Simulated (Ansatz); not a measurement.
Consider MnO2.

Input

```
crystal:
  lattice:
    - [2.8549554371, 0.0, 0.0]
    - [-1.4274777185, 2.4724639352, 0.0]
    - [0.0, 0.0, 10.2217427273]
  atoms:
    - { symbol: Mn, position: [0.0, 0.0, 0.5], spin: 4.0 }
    - { symbol: Mn, position: [0.0, 0.0, 0.0], spin: 4.0 }
    - { symbol: O, position: [0.6666666667, 0.3333333333, 0.40685645] }
    - { symbol: O, position: [0.6666666667, 0.3333333333, 0.09314355] }
    - { symbol: O, position: [0.3333333333, 0.6666666667, 0.59314355] }
    - { symbol: O, position: [0.3333333333, 0.6666666667, 0.90685645] }
hamiltonian:
  xc: pbe
  pseudopotentials: { kind: paw }
magnetization:
  spin_polarized: true
kpoints:
  mp_grid: { grid: [11, 11, 3] }
scf:
  occupations: { method: fermi_dirac, width: 0.05 }
output:
  forces: true
  stress: true
  eigenvalues: true
  write_density: true
  write_potential: true
  elf: true
  volumetric_format: npy
relax:
  f_tol: 0.01
  max_steps: 40
  cell: { stress_tol: 0.05 }
```

Run with:

```sh
ansatz run input.yaml --threads 2 --pin off --max-ram 5632MiB --backend cpu --events-out ev --progress --plain --runs-dir out
```

Below, planes, directions and counts refer to the conventional cell (a = 2.88 Å, b = 2.88 Å, c = 11.31 Å, α = 90.00°, β = 90.00°, γ = 120.00°).

The fields are those of the run's last geometry, not of the input's.

Space group P6₃/mmc; a structure from a database of computed crystals, not necessarily the ambient phase; spin-polarised.

Level of theory: Kohn-Sham DFT of a periodic cell, PBE, Ansatz PAW (Ansatz).

**What can the converged valence pseudo-density, electron localisation function and spin density tell about the bonding?**

Mn–O (1.92 Å): ρ is about 0.78 e/Å³ halfway; the ELF peaks at about 0.85 in the valence shell of O, 0.6 Å from its nucleus, and is about 0.25 at the midpoint; no localised pair shows between them.
The spin density sits on Mn: +2.5 μB (×2) in one cell of 6 atoms: parallel main moments (a ferromagnetic arrangement) in this solution. The cell of the calculation (6 atoms) carries 6.0 μB of net spin moment.

**Metal or insulator at this level of theory?**

It is gapped, with a Kohn–Sham gap of 1.0 eV on the k-point mesh, an upper bound to the gap of this method.

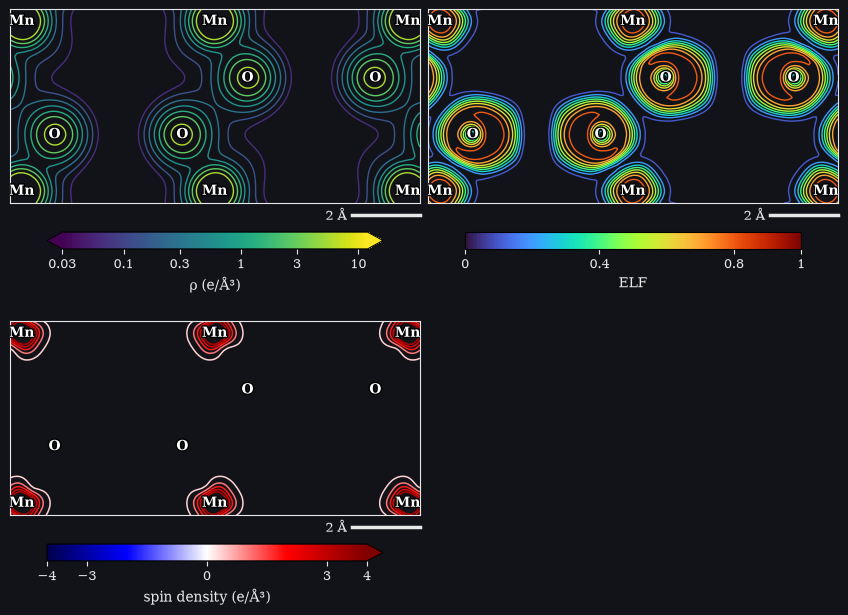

Computed valence pseudo-density, electron localisation function and spin density on the (110) plane of the conventional cell, in this order. 

In a PAW calculation such maps are meaningful between the atoms, not at the nuclei.
